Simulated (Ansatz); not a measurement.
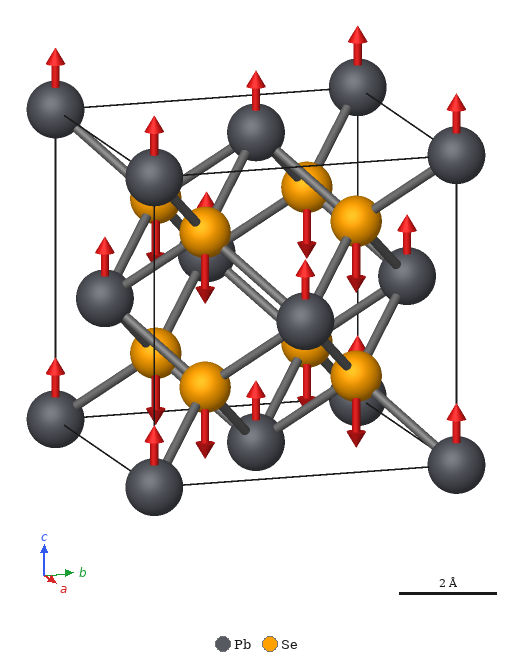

Phonons of crystalline PbSe2 (a generated structure) at a fixed volume, space group Fm-3m (No. 225), at the zone centre. The optical levels lie at 121 (×3), 129 (×3) cm⁻¹. One mode is drawn. The red arrows are the displacements of the atoms (eigenvector over the root of the mass), of arbitrary overall length and sign. A ball-and-stick model of the conventional cell (4 times the calculation's cell), seen slightly off an axis. Lengths and directions refer to the drawn axes.

Computed with DFT LDA, scalar-relativistic, plane waves, PAW in Ansatz 0.2.0. (plane-wave cutoff 420 eV; k-point mesh 12 × 12 × 12; occupations fermi dirac; smearing width 0.15 eV; no spin polarisation)

The frequencies depend somewhat on the k-mesh and the smearing.

> To which level does it belong?

The level at 129 cm⁻¹. This is the T₁u mode (triply degenerate; one member of the set is drawn), the highest optical level, infrared-active by symmetry. The Se sublattice moves against the Pb sublattice, along c; the kinetic energy is shared as Se 57 %, Pb 43 %. The crystal is a metal, so free carriers screen the infrared response.
